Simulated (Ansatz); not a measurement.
# Geometry relaxation of Ta2N3 (part 1 of 2)

Ta2N3 (P-3m1, 5 atoms in the cell), computed with DFT r2SCAN, scalar-relativistic, plane waves, PAW, no spin polarisation (Ansatz 0.2.0).

The structure was built on a prototype by a generator; it need not be a known phase. It belongs to a series of runs on one base structure; here: A-type sesquioxide type (P-3m1, No. 164). Figures and captions count atoms from 1; the log counts them from 0 in places.

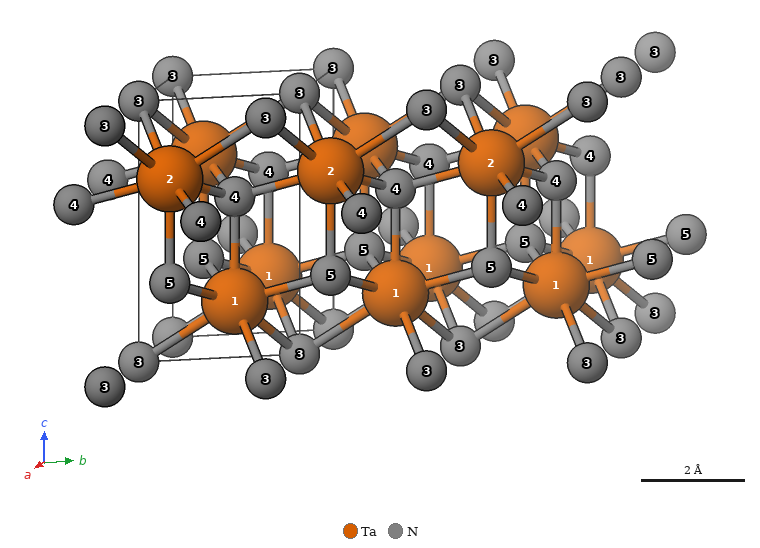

Figure 1. The input geometry (ball-and-stick view of the cell of the calculation, repeated 2 × 3 × 1, seen slightly off an axis; bonded neighbours outside the cell are drawn too; atoms are numbered from 1 in the order of the input). Near neighbours in the crystal (not all of them lie inside the picture): Ta has 7 N at 2.00 to 2.30 Å; N has 6 Ta at 2.30 Å; N has 4 Ta at 2.00 to 2.07 Å.

### The input
```yaml
crystal:
  lattice:
    - [3.3240912575, 0.0, 0.0]
    - [-1.6620456288, 2.8787474735, 0.0]
    - [0.0, 0.0, 5.1717460428]
  atoms:
    - { symbol: Ta, position: [0.3333333333, 0.6666666667, 0.245] }
    - { symbol: Ta, position: [0.6666666667, 0.3333333333, 0.755] }
    - { symbol: "N", position: [0.0, 0.0, 0.0] }
    - { symbol: "N", position: [0.3333333333, 0.6666666667, 0.645] }
    - { symbol: "N", position: [0.6666666667, 0.3333333333, 0.355] }
basis:
  ecutwfc: 500
kpoints:
  mp_grid: { grid: [6, 6, 4] }
hamiltonian:
  xc: r2scan
scf:
  occupations: { method: gaussian, width: 0.1 }
  lower_state_search: "off"
output:
  forces: true
  stress: true
  eigenvalues: true
relax:
  adjacent_minimum: "off"
  f_tol: 0.04
  max_steps: 70
  cell: { stress_tol: 0.4 }
```

Run on 1 thread of Intel Xeon (Granite Rapids), 192 GiB of memory available, shared host.

Launch command:
```bash
ansatz run input.yaml --threads 1 --pin off --max-ram 2560MiB --backend cpu --events-out ev --progress --plain --runs-dir out
```

### What the program printed
```
Engine: ansatz 0.2.0, x86_64-unknown-linux-gnu
Pseudopotentials: kind: paw
Pseudopotential: Ta, paw, valence charge 13, recommended cutoff 500 eV (meta_gga), Ta.paw.azcp
Pseudopotential: N, paw, valence charge 5, recommended cutoff 500 eV (meta_gga), N.paw.azcp
Functional definition: r2SCAN
  parameter k0 = 0.174
  parameter k1 = 0.065
  parameter a1 = 4.9479
  exchange = r2scan_x(k0 = k0, k1 = k1, a1 = a1)
  correlation = r2scan_c
Crystal: 5 atoms, lattice volume = 49.490 Å³
Basis set: ecut = 500 eV, 1243 PW (Γ), exchange–correlation on 100×100×160 points (64 copies of the dense FFT grid, shifted against one another)
Bands: 26, of which v1, the nominal top of the filled ones, is band 21 counted from 1 (20 counted from 0)
Symmetry: 12 space group operations
Space group: P-3m1 (ITA 164), of the structure as read, at distance tolerance 3.7e-5 Å
k-points: 24 of 144
Non-local potential: Ta, projectors of the file, l = 0: 3, l = 1: 2, l = 2: 2, l = 3: 1
Non-local potential: N, projectors of the file, l = 0: 2, l = 1: 2, l = 2: 1
PAW form: soft (Blöchl's): semilocal exchange-correlation on the pseudo side does not see the compensation charge
PAW frozen core: Ta, regenerated for the run's functional (the file was generated under x = pbe(κ = 0.804, μ = 0.2195149727645171), c = pbe(β = 0.06672455060314922))
PAW frozen core: N, regenerated for the run's functional (the file was generated under x = pbe(κ = 0.804, μ = 0.2195149727645171), c = pbe(β = 0.06672455060314922))
PAW one-centre angular grid: Ta, 590 points (default); XC on 160 Gauss nodes
PAW one-centre angular grid: N, 302 points (default); XC on 160 Gauss nodes
Initial density: superposition of atomic densities (neutral atoms: chi_scale 0, normalization atom), corrected by the library's trained network
Initial wavefunctions: pseudopotential atomic-orbital guess
Functional: x = r2scan, c = r2scan; τ floored in thin density (d = 2e-4 eV/Å³)
SCF iter   1: F=-21047.575292 eV  HF=-21047.457959 eV  |F-HF|=1.17e-1  |Δ(HF+E_count)|=         —  Δρ=1.46e-2  dr2=9.35e-2  dr2_τ=5.02e-1  ethr=1.77e-3  ⟨swp⟩=6.0  Hψ=2897  notcnv=0
preconditioner: auto → Kerker (q_TF=auto, 2.644 Å⁻¹)  [metal: Δε(μ)=0.020 eV  Ē_g=10.819 eV  σ=0.100 eV  W_gap=0.11  n_scr=22 (ndim 8)  ℏωp=26.4 eV  f_vac=0.000  D(μ)=2.01/eV (n_scr^D=22)]
SCF iter   2: F=-21047.607554 eV  HF=-21047.621949 eV  |F-HF|=1.44e-2  |Δ(HF+E_count)|=   1.64e-1  Δρ=9.48e-3  dr2=4.06e-2  dr2_τ=1.79e-3  ethr=2.28e-4  ⟨swp⟩=2.0  Hψ=1324  notcnv=0  defer=20
SCF iter   3: F=-21047.613916 eV  HF=-21047.620804 eV  |F-HF|=6.89e-3  |Δ(HF+E_count)|=   1.14e-3  Δρ=4.71e-3  dr2=1.02e-2  dr2_τ=3.05e-3  ethr=9.90e-5  ⟨swp⟩=2.0  Hψ=1032  notcnv=0  defer=20
SCF iter   4: F=-21047.619228 eV  HF=-21047.619458 eV  |F-HF|=2.30e-4  |Δ(HF+E_count)|=   1.35e-3  Δρ=1.33e-3  dr2=8.57e-4  dr2_τ=5.97e-5  ethr=2.49e-5  ⟨swp⟩=2.2  Hψ=969  notcnv=0  defer=20
SCF iter   5: F=-21047.619559 eV  HF=-21047.619570 eV  |F-HF|=1.10e-5  |Δ(HF+E_count)|=   1.11e-4  Δρ=3.56e-4  dr2=7.96e-5  dr2_τ=3.76e-6  ethr=2.09e-6  ⟨swp⟩=2.2  Hψ=984  notcnv=0  defer=20
SCF iter   6: F=-21047.619583 eV  HF=-21047.619585 eV  |F-HF|=2.14e-6  |Δ(HF+E_count)|=   1.53e-5  Δρ=1.15e-4  dr2=6.32e-6  dr2_τ=8.04e-7  ethr=1.94e-7  ⟨swp⟩=2.0  Hψ=960  notcnv=0  defer=20
SCF iter   7: F=-21047.619585 eV  HF=-21047.619586 eV  |F-HF|=6.63e-7  |Δ(HF+E_count)|=   7.14e-7  Δρ=3.74e-5  dr2=9.97e-7  dr2_τ=7.48e-8  ethr=1.54e-8  ⟨swp⟩=2.0  Hψ=951  notcnv=0  defer=20
SCF iter   8: F=-21047.619585 eV  HF=-21047.619585 eV  |F-HF|=4.34e-8  |Δ(HF+E_count)|=   7.38e-8  Δρ=7.25e-6  dr2=7.41e-8  dr2_τ=1.18e-9  ethr=2.44e-10  ⟨swp⟩=8.1  Hψ=2938  notcnv=0
SCF 1 converged in 8 iterations: F = -21047.619585 eV  dr2 = 7.41e-8
  greatest PAW one-centre occupation: 0.998 electrons in one spin orbital (limit 2), on the Ta atom at site 1 (counted from 0), in its partial waves of l = 0
relax step   1: F+E_penalty+E_count = -21047.61958544 eV  Δ(F+E_penalty+E_count) = +0.000e0 eV  max|allowed force component| = 5.577e-1 eV/Å  Δτ_max = 0.0000 Å  P = +26.372 GPa  Ω = 49.490 Å³  (8 SCF iters, dr2 threshold 1.00e-7 eV, accepted)
Crystal: 5 atoms, lattice volume = 54.843 Å³
Basis set: ecut = 500 eV, 1387 PW (Γ), exchange–correlation on 100×100×160 points (64 copies of the dense FFT grid, shifted against one another)
Initial density: handed on by an earlier stage of this run
Initial wavefunctions: those handed on with the density
iter 1 solved again at ethr=3.74e-4 eV; its pass at ethr=3.10e-3 eV (dr2=1.53e-1 eV) is discarded
SCF iter   1: F=-21047.840868 eV  HF=-21047.468637 eV  |F-HF|=3.72e-1  |Δ(HF+E_count)|=         —  Δρ=1.69e-2  dr2=1.54e-1  dr2_τ=1.13e0  ethr=3.74e-4  ⟨swp⟩=1.0  Hψ=4107  notcnv=0
preconditioner: auto → Kerker (q_TF=auto, 2.599 Å⁻¹)  [metal: Δε(μ)=0.062 eV  Ē_g=9.985 eV  σ=0.100 eV  W_gap=0.31  n_scr=22 (ndim 8)  ℏωp=25.1 eV  f_vac=0.000  D(μ)=1.97/eV (n_scr^D=22)]
SCF iter   2: F=-21047.889055 eV  HF=-21047.916530 eV  |F-HF|=2.75e-2  |Δ(HF+E_count)|=   4.48e-1  Δρ=9.32e-3  dr2=5.33e-2  dr2_τ=2.16e-3  ethr=3.74e-4  ⟨swp⟩=2.0  Hψ=1293  notcnv=0
SCF iter   3: F=-21047.897414 eV  HF=-21047.913167 eV  |F-HF|=1.58e-2  |Δ(HF+E_count)|=   3.36e-3  Δρ=5.88e-3  dr2=2.05e-2  dr2_τ=2.43e-3  ethr=1.30e-4  ⟨swp⟩=2.0  Hψ=1127  notcnv=0
SCF iter   4: F=-21047.907852 eV  HF=-21047.909286 eV  |F-HF|=1.43e-3  |Δ(HF+E_count)|=   3.88e-3  Δρ=1.67e-3  dr2=2.91e-3  dr2_τ=1.40e-4  ethr=5.01e-5  ⟨swp⟩=1.9  Hψ=977  notcnv=0
SCF iter   5: F=-21047.908794 eV  HF=-21047.908921 eV  |F-HF|=1.27e-4  |Δ(HF+E_count)|=   3.64e-4  Δρ=5.69e-4  dr2=3.14e-4  dr2_τ=2.10e-5  ethr=7.10e-6  ⟨swp⟩=2.1  Hψ=958  notcnv=0
SCF iter   6: F=-21047.908823 eV  HF=-21047.908911 eV  |F-HF|=8.87e-5  |Δ(HF+E_count)|=   1.00e-5  Δρ=3.77e-4  dr2=1.26e-4  dr2_τ=1.00e-5  ethr=7.65e-7  ⟨swp⟩=2.0  Hψ=922  notcnv=0
SCF iter   7: F=-21047.908889 eV  HF=-21047.908891 eV  |F-HF|=1.60e-6  |Δ(HF+E_count)|=   2.05e-5  Δρ=8.42e-5  dr2=5.70e-6  dr2_τ=3.24e-7  ethr=3.08e-7  ⟨swp⟩=2.0  Hψ=881  notcnv=0
SCF iter   8: F=-21047.908891 eV  HF=-21047.908891 eV  |F-HF|=5.00e-7  |Δ(HF+E_count)|=   6.51e-7  Δρ=2.96e-5  dr2=8.14e-7  dr2_τ=3.75e-8  ethr=1.39e-8  ⟨swp⟩=2.0  Hψ=961  notcnv=0
SCF iter   9: F=-21047.908891 eV  HF=-21047.908891 eV  |F-HF|=2.87e-8  |Δ(HF+E_count)|=   6.75e-8  Δρ=7.97e-6  dr2=4.42e-8  dr2_τ=2.78e-9  ethr=1.22e-9  ⟨swp⟩=6.8  Hψ=2696  notcnv=0
SCF 2 converged in 9 iterations: F = -21047.908891 eV  dr2 = 4.42e-8
relax step   2: F+E_penalty+E_count = -21047.90889126 eV  Δ(F+E_penalty+E_count) = -2.893e-1 eV  max|allowed force component| = 3.932e-1 eV/Å  Δτ_max = 0.0623 Å  P = -5.447 GPa  Ω = 54.843 Å³  energy of the carried Pulay correction = -2.691e-3 eV  (9 SCF iters, dr2 threshold 5.00e-7 eV, accepted)
Crystal: 5 atoms, lattice volume = 53.666 Å³
iter 1 solved again at ethr=1.92e-5 eV; its pass at ethr=3.10e-3 eV (dr2=7.88e-3 eV) is discarded
SCF iter   1: F=-21047.940013 eV  HF=-21047.891071 eV  |F-HF|=4.89e-2  |Δ(HF+E_count)|=         —  Δρ=3.81e-3  dr2=8.46e-3  dr2_τ=9.63e-2  ethr=1.92e-5  ⟨swp⟩=1.1  Hψ=3881  notcnv=0
preconditioner: auto → Kerker (q_TF=auto, 2.609 Å⁻¹)  [metal: Δε(μ)=0.098 eV  Ē_g=10.204 eV  σ=0.100 eV  W_gap=0.43  n_scr=22 (ndim 8)  ℏωp=25.3 eV  f_vac=0.000  D(μ)=1.64/eV (n_scr^D=8)]
SCF iter   2: F=-21047.943923 eV  HF=-21047.946160 eV  |F-HF|=2.24e-3  |Δ(HF+E_count)|=   5.51e-2  Δρ=2.55e-3  dr2=4.05e-3  dr2_τ=1.38e-4  ethr=1.92e-5  ⟨swp⟩=2.0  Hψ=1216  notcnv=0
preconditioner: auto → Resta (q_TF=auto, 2.609 Å⁻¹)  ε∞=7.2  [insulator: Δε(μ)=0.126 eV  Ē_g=10.204 eV  σ=0.100 eV  W_gap=0.52  n_scr=22 (ndim 8)  ℏωp=25.3 eV  f_vac=0.000  D(μ)=1.61/eV (n_scr^D=8)  ε∞_Penn≈7.2]
SCF iter   3: F=-21047.943356 eV  HF=-21047.946518 eV  |F-HF|=3.16e-3  |Δ(HF+E_count)|=   3.58e-4  Δρ=2.59e-3  dr2=3.87e-3  dr2_τ=6.38e-4  ethr=9.88e-6  ⟨swp⟩=2.0  Hψ=1022  notcnv=0
SCF iter   4: F=-21047.945558 eV  HF=-21047.945747 eV  |F-HF|=1.89e-4  |Δ(HF+E_count)|=   7.72e-4  Δρ=6.98e-4  dr2=3.01e-4  dr2_τ=1.46e-5  ethr=9.45e-6  ⟨swp⟩=2.0  Hψ=957  notcnv=0
SCF iter   5: F=-21047.945698 eV  HF=-21047.945699 eV  |F-HF|=1.46e-6  |Δ(HF+E_count)|=   4.72e-5  Δρ=1.42e-4  dr2=1.15e-5  dr2_τ=8.70e-7  ethr=7.34e-7  ⟨swp⟩=2.0  Hψ=883  notcnv=0
SCF iter   6: F=-21047.945698 eV  HF=-21047.945701 eV  |F-HF|=2.84e-6  |Δ(HF+E_count)|=   1.90e-6  Δρ=7.52e-5  dr2=3.78e-6  dr2_τ=6.36e-7  ethr=2.80e-8  ⟨swp⟩=2.0  Hψ=930  notcnv=0
SCF iter   7: F=-21047.945701 eV  HF=-21047.945701 eV  |F-HF|=2.87e-10  |Δ(HF+E_count)|=   6.09e-7  Δρ=2.02e-5  dr2=1.56e-7  dr2_τ=1.83e-8  ethr=1.22e-9  ⟨swp⟩=4.2  Hψ=3027  notcnv=0
SCF 3 converged in 7 iterations: F = -21047.945701 eV  dr2 = 1.56e-7
relax step   3: F+E_penalty+E_count = -21047.94570063 eV  Δ(F+E_penalty+E_count) = -3.681e-2 eV  max|allowed force component| = 1.346e-1 eV/Å  Δτ_max = 0.0193 Å  P = -0.715 GPa  Ω = 53.666 Å³  energy of the carried Pulay correction = -2.123e-3 eV  (7 SCF iters, dr2 threshold 5.00e-7 eV, accepted)
Crystal: 5 atoms, lattice volume = 53.468 Å³
iter 1 solved again at ethr=1.15e-6 eV; its pass at ethr=3.10e-3 eV (dr2=4.70e-4 eV) is discarded
SCF iter   1: F=-21047.946792 eV  HF=-21047.945213 eV  |F-HF|=1.58e-3  |Δ(HF+E_count)|=         —  Δρ=8.08e-4  dr2=4.31e-4  dr2_τ=4.20e-3  ethr=1.15e-6  ⟨swp⟩=2.0  Hψ=3610  notcnv=0
preconditioner: auto → Kerker (q_TF=auto, 2.610 Å⁻¹)  [metal: Δε(μ)=0.124 eV  Ē_g=10.217 eV  σ=0.100 eV  W_gap=0.49  n_scr=22 (ndim 8)  ℏωp=25.4 eV  f_vac=0.000  D(μ)=1.59/eV (n_scr^D=8)]
SCF iter   2: F=-21047.946999 eV  HF=-21047.947110 eV  |F-HF|=1.11e-4  |Δ(HF+E_count)|=   1.90e-3  Δρ=4.97e-4  dr2=1.66e-4  dr2_τ=5.00e-6  ethr=1.05e-6  ⟨swp⟩=2.0  Hψ=1071  notcnv=0
preconditioner: auto → Resta (q_TF=auto, 2.610 Å⁻¹)  ε∞=7.2  [insulator: Δε(μ)=0.128 eV  Ē_g=10.216 eV  σ=0.100 eV  W_gap=0.51  n_scr=22 (ndim 8)  ℏωp=25.4 eV  f_vac=0.000  D(μ)=1.58/eV (n_scr^D=8)  ε∞_Penn≈7.2]
SCF iter   3: F=-21047.947016 eV  HF=-21047.947108 eV  |F-HF|=9.12e-5  |Δ(HF+E_count)|=   2.76e-6  Δρ=4.42e-4  dr2=1.13e-4  dr2_τ=1.79e-5  ethr=4.06e-7  ⟨swp⟩=2.0  Hψ=924  notcnv=0
SCF iter   4: F=-21047.947076 eV  HF=-21047.947085 eV  |F-HF|=8.53e-6  |Δ(HF+E_count)|=   2.27e-5  Δρ=1.35e-4  dr2=1.25e-5  dr2_τ=5.23e-7  ethr=2.75e-7  ⟨swp⟩=2.0  Hψ=843  notcnv=0
SCF iter   5: F=-21047.947082 eV  HF=-21047.947082 eV  |F-HF|=1.69e-7  |Δ(HF+E_count)|=   2.54e-6  Δρ=2.91e-5  dr2=5.79e-7  dr2_τ=2.53e-8  ethr=3.05e-8  ⟨swp⟩=2.0  Hψ=882  notcnv=0
SCF iter   6: F=-21047.947082 eV  HF=-21047.947082 eV  |F-HF|=7.28e-11  |Δ(HF+E_count)|=   2.15e-9  Δρ=5.66e-6  dr2=1.27e-8  dr2_τ=1.39e-9  ethr=1.22e-9  ⟨swp⟩=6.0  Hψ=2588  notcnv=0
SCF 4 converged in 6 iterations: F = -21047.947082 eV  dr2 = 1.27e-8
relax step   4: F+E_penalty+E_count = -21047.94708247 eV  Δ(F+E_penalty+E_count) = -1.382e-3 eV  max|allowed force component| = 5.772e-2 eV/Å  Δτ_max = 0.0045 Å  P = +0.146 GPa  Ω = 53.468 Å³  energy of the carried Pulay correction = -2.027e-3 eV  (6 SCF iters, dr2 threshold 5.00e-7 eV, accepted)
Crystal: 5 atoms, lattice volume = 53.475 Å³
iter 1 solved again at ethr=4.61e-7 eV; its pass at ethr=3.10e-3 eV (dr2=1.89e-4 eV) is discarded
SCF iter   1: F=-21047.947507 eV  HF=-21047.947367 eV  |F-HF|=1.40e-4  |Δ(HF+E_count)|=         —  Δρ=7.26e-4  dr2=2.31e-4  dr2_τ=6.72e-4  ethr=4.61e-7  ⟨swp⟩=3.2  Hψ=3969  notcnv=0
preconditioner: auto → Kerker (q_TF=auto, 2.610 Å⁻¹)  [metal: Δε(μ)=0.122 eV  Ē_g=10.215 eV  σ=0.100 eV  W_gap=0.48  n_scr=22 (ndim 8)  ℏωp=25.4 eV  f_vac=0.000  D(μ)=1.61/eV (n_scr^D=8)]
SCF iter   2: F=-21047.947571 eV  HF=-21047.947604 eV  |F-HF|=3.35e-5  |Δ(HF+E_count)|=   2.37e-4  Δρ=4.27e-4  dr2=7.56e-5  dr2_τ=3.07e-6  ethr=4.61e-7  ⟨swp⟩=2.0  Hψ=1049  notcnv=0
SCF iter   3: F=-21047.947585 eV  HF=-21047.947589 eV  |F-HF|=3.88e-6  |Δ(HF+E_count)|=   1.52e-5  Δρ=1.32e-4  dr2=8.61e-6  dr2_τ=2.29e-6  ethr=1.84e-7  ⟨swp⟩=2.0  Hψ=895  notcnv=0
SCF iter   4: F=-21047.947589 eV  HF=-21047.947589 eV  |F-HF|=1.83e-7  |Δ(HF+E_count)|=   4.39e-8  Δρ=5.69e-5  dr2=9.79e-7  dr2_τ=7.05e-8  ethr=2.10e-8  ⟨swp⟩=2.1  Hψ=874  notcnv=0
SCF iter   5: F=-21047.947589 eV  HF=-21047.947589 eV  |F-HF|=5.48e-8  |Δ(HF+E_count)|=   3.97e-7  Δρ=1.94e-5  dr2=2.01e-7  dr2_τ=1.79e-8  ethr=1.22e-9  ⟨swp⟩=5.2  Hψ=2649  notcnv=0
SCF 5 converged in 5 iterations: F = -21047.947589 eV  dr2 = 2.01e-7
relax step   5: F+E_penalty+E_count = -21047.94758919 eV  Δ(F+E_penalty+E_count) = -5.067e-4 eV  max|allowed force component| = 5.429e-2 eV/Å  Δτ_max = 0.0019 Å  P = +0.295 GPa  Ω = 53.475 Å³  energy of the carried Pulay correction = -2.030e-3 eV  (5 SCF iters, dr2 threshold 5.00e-7 eV, accepted)
Crystal: 5 atoms, lattice volume = 53.508 Å³
iter 1 solved again at ethr=2.69e-7 eV; its pass at ethr=3.10e-3 eV (dr2=1.10e-4 eV) is discarded
SCF iter   1: F=-21047.947661 eV  HF=-21047.947518 eV  |F-HF|=1.43e-4  |Δ(HF+E_count)|=         —  Δρ=3.87e-4  dr2=9.11e-5  dr2_τ=6.80e-4  ethr=2.69e-7  ⟨swp⟩=2.2  Hψ=3400  notcnv=0
preconditioner: auto → Kerker (q_TF=auto, 2.610 Å⁻¹)  [metal: Δε(μ)=0.121 eV  Ē_g=10.202 eV  σ=0.100 eV  W_gap=0.46  n_scr=22 (ndim 8)  ℏωp=25.4 eV  f_vac=0.000  D(μ)=1.61/eV (n_scr^D=8)]
SCF iter   2: F=-21047.947710 eV  HF=-21047.947723 eV  |F-HF|=1.27e-5  |Δ(HF+E_count)|=   2.05e-4  Δρ=1.86e-4  dr2=2.02e-5  dr2_τ=1.13e-6  ethr=2.22e-7  ⟨swp⟩=2.0  Hψ=1062  notcnv=0
SCF iter   3: F=-21047.947721 eV  HF=-21047.947722 eV  |F-HF|=1.24e-6  |Δ(HF+E_count)|=   1.09e-6  Δρ=6.15e-5  dr2=2.08e-6  dr2_τ=1.67e-7  ethr=4.93e-8  ⟨swp⟩=2.0  Hψ=845  notcnv=0
SCF iter   4: F=-21047.947721 eV  HF=-21047.947722 eV  |F-HF|=6.00e-7  |Δ(HF+E_count)|=   3.40e-7  Δρ=2.28e-5  dr2=8.01e-7  dr2_τ=6.47e-8  ethr=5.08e-9  ⟨swp⟩=2.0  Hψ=920  notcnv=0
SCF iter   5: F=-21047.947721 eV  HF=-21047.947721 eV  |F-HF|=3.03e-8  |Δ(HF+E_count)|=   9.73e-8  Δρ=1.02e-5  dr2=7.92e-8  dr2_τ=4.28e-9  ethr=4.49e-10  ⟨swp⟩=3.6  Hψ=2504  notcnv=0
SCF 6 converged in 5 iterations: F = -21047.947721 eV  dr2 = 7.92e-8
```
